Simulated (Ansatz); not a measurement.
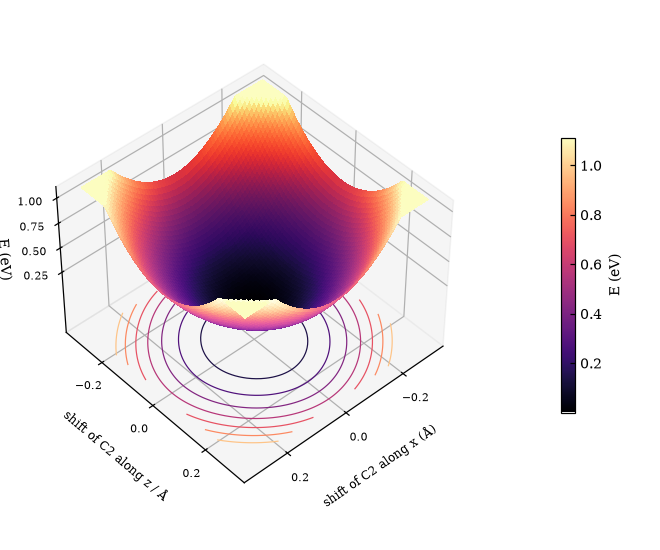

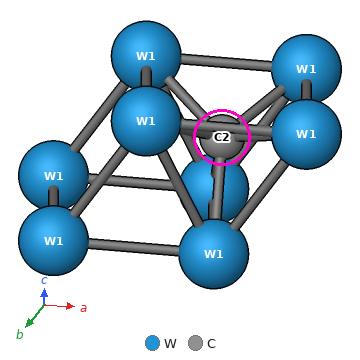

Energy landscape of WC (P-6m2, No. 187; 2 atoms in the cell). Atom C2 is moved over a plane while all other atoms and the cell stay fixed (its periodic images move with it) (x along [1 0 0], y along [1 2 0], z along [0 0 1] of the conventional cell). Coordinates scanned: (1) shift of C2 along x; (2) shift of C2 along z. The scan uses a 5 × 5 grid; 9 points were computed and 16 follow by symmetry. Points are written as (first, second). All energies are given in eV per cell relative to the lowest grid point. The reference cell is the one listed in the database, not relaxed at this level. Level of theory: DFT PBEsol, scalar-relativistic, plane waves, PAW (Ansatz 0.2.0). Settings: cutoff 420 eV, k-mesh 18×18×16 in the order of the run's cell vectors, gaussian smearing 0.15 eV, no spin polarisation.

In the figure: a relief with its contours projected below, any walls above the top of the colour scale cut off. Between grid points the surface is interpolated. The second picture is the structure at the lowest point

Describe this landscape.

Answer. The lowest grid point is at (0.00 Å, 0.00 Å). No other kind of well shows on this grid. The highest grid point, (−0.30 Å, −0.30 Å), lies 1.58 eV above the lowest. Near the minimum the well is nearly round, with a curvature of about 15 eV/Å².

The values on the grid:

```csv
"shift of C2 along z ↓, shift of C2 along x →",−0.30,−0.15,0.00,0.15,0.30
0.30,1.58,0.92,0.70,0.92,1.58
0.15,0.90,0.35,0.16,0.35,0.90
0.00,0.69,0.18,0.00,0.18,0.69
−0.15,0.90,0.35,0.16,0.35,0.90
−0.30,1.58,0.92,0.70,0.92,1.58
```
